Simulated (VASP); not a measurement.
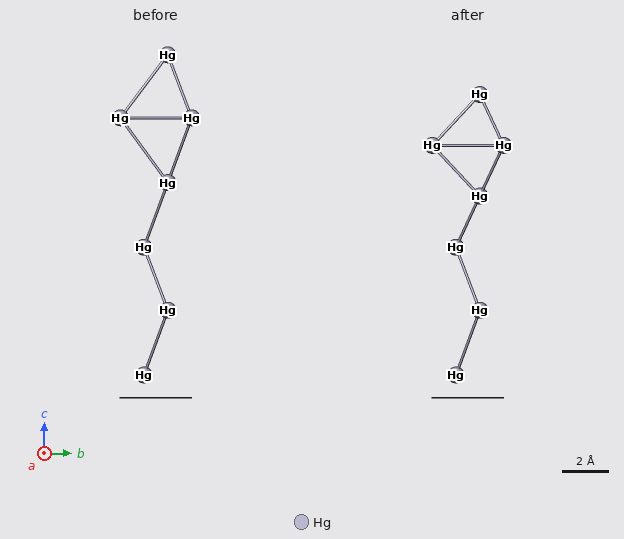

The structure of a slab of composition Hg before (left) and after (right) a relaxation, at one scale.

Style: ball-and-stick. Shown: the 2 × 1 repeat of the cell, outlined in the plane, without the vacuum, along the a axis.

The run lets the atoms move in a fixed cell. 3 atoms are held fixed.

Level of theory: VASP, Kohn-Sham DFT of a periodic cell, LDA, VASP PAW LDA potentials, recommended.

Input
```
ALGO = Normal ; DIPOL = 0.5 0.5 0.500
EDIFF = 1E-7 ; EDIFFG = -0.005
ENCUT = 520 ; IBRION = 2
IDIPOL = 3 ; ISIF = 2
ISMEAR = -1 ; LASPH = True
LCHARG = False ; LDIPOL = True
LREAL = False ; LWAVE = False
NELM = 60 ; NSW = 60
PREC = Accurate ; SIGMA = 0.05
```

Run as
```bash
cat potpaw_LDA.64/Hg/POTCAR > POTCAR
mpirun -np 1 vasp_std > vasp.out
```

### What changed between the two?

A Hg atom moves most: 1.74 Å along the normal (−c). The lattice vectors keep their values. Some distances before and after: Hg–Hg 3.526 → 3.046 Å, Hg–Hg 3.526 → 3.068 Å, Hg–Hg 3.469 → 3.053 Å. After 25 geometry steps the energy has fallen by 0.387 eV per cell of the calculation. The largest force component goes from 0.3 to 0.33 eV/Å.
